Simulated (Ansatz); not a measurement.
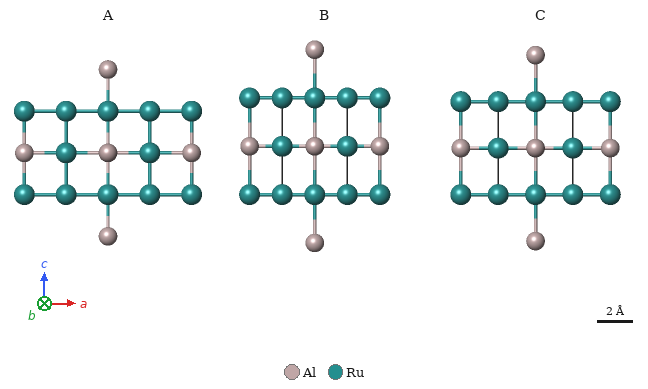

3 geometries from one relaxation of crystalline Al$_{2}$Ru$_{3}$ (a generated structure, set up in Pmmm) (coarse preliminary run), in shuffled order. Style: ball-and-stick. Shown: the cell of the calculation, along the b axis.

The calculation used DFT PBE, scalar-relativistic, plane waves, PAW (Ansatz 0.2.0). Settings: plane-wave cutoff 420 eV; k-point mesh 6 × 4 × 4; occupations gaussian; smearing width 0.1 eV; no spin polarisation; cell and atoms relaxed; force threshold 0.04 eV/Å; at most 70 steps.

Q: Order the frames from highest to lowest energy.

A: B, C, A. They are steps 0, 3, 11, at +9.826 eV per cell of the calculation, +1.684 eV per cell of the calculation relative to the last. The atoms keep their places relative to the cell (all moves are under 0.005 Å). The drawn cell changes as follows: a 3.736 → 4.796 Å (+28.4 %), b 4.596 → 4.876 Å (+6.1 %), c 5.541 → 4.782 Å (−13.7 %); the volume changes by +17.6 %. Near-neighbour distances that change, for instance: Ru–Ru 1.868 → 2.398 Å, Al–Ru 1.868 → 2.398 Å, Ru–Ru 2.770 → 2.391 Å, Al–Ru 2.770 → 2.391 Å. The space group stays Pmmm (No. 47). After 8 accepted moves (11 points after the start) the energy has fallen by 9.826 eV per cell of the calculation. All forces vanish by symmetry, so only the cell relaxes. The pressure goes from 59.56 to 0.00 GPa. The line search rejected the trial step at point 6 of the run. The SCF was repeated twice at an unchanged geometry on a basis and grid sized afresh for the cell, which shifted the energy by 0.235 eV per cell of the calculation at most.
